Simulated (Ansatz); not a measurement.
## Electronic structure of SiC5 in real space

```
Si C
1.0
     4.65027    0.00000    0.00000
    -2.32513    4.02725    0.00000
     0.00000    0.00000   13.37463
Si C
3 15
Direct
  0.00000 0.00000 0.00000
  0.66667 0.33333 0.33333
  0.33333 0.66667 0.66667
  0.37980 0.00000 0.00000
  0.04647 0.33333 0.33333
  0.71313 0.66667 0.66667
  0.33333 0.66667 0.00004
  0.00000 0.00000 0.33337
  0.66667 0.33333 0.66671
  0.00000 0.37980 0.00000
  0.66667 0.71313 0.33333
  0.33333 0.04647 0.66667
  0.66667 0.33333 0.99996
  0.33333 0.66667 0.33329
  0.00000 0.00000 0.66663
  0.62020 0.62020 0.00000
  0.28687 0.95353 0.33333
  0.95353 0.28687 0.66667
```

Space group R32; a generated structure, not necessarily the stable one.

These are results of Ansatz 0.2.0, DFT PBE, scalar-relativistic, plane waves, PAW, not measurements.

The density is the valence pseudo-density of a PAW calculation; it isn't the true density close to the nuclei.

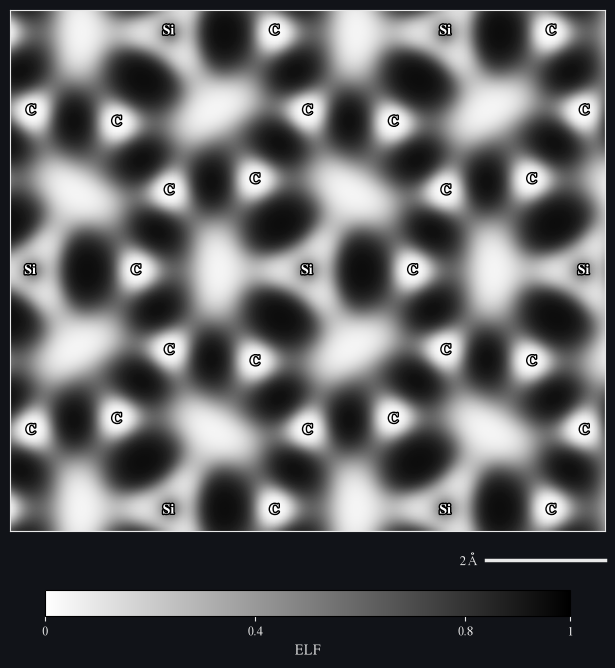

Figure 1. Electron localisation function on the (001) plane of the conventional cell.

Question: Interpret the plot.

Answer:
- Atoms in the plane: Si and C.
- C–C (1.45 Å): the ELF peaks at about 0.95 between the atoms.
- Si–C (1.77 Å): the ELF peaks at about 0.95 between the atoms.

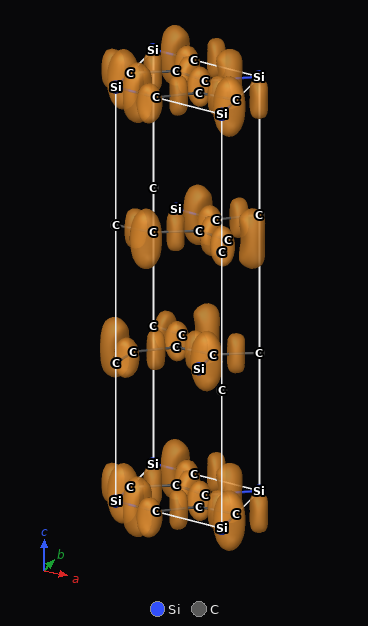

Figure 2. Isosurface of the electron localisation function at 0.8 (orange), seen slightly off an axis. Only the valence region is drawn (cores and ρ < 0.01 e/Å³ removed). Sticks mark near contacts.

Question: Where are the electrons localised?

Answer: At this value the surface marks out 18 regions between bonded C–C atoms and nine regions between bonded C–Si atoms, counted in one cell of 18 atoms. Any copies at cell faces, edges or corners count once.

Question: Metal or insulator at this level of theory?

Answer: It is gapless in this calculation (a metal or semimetal).
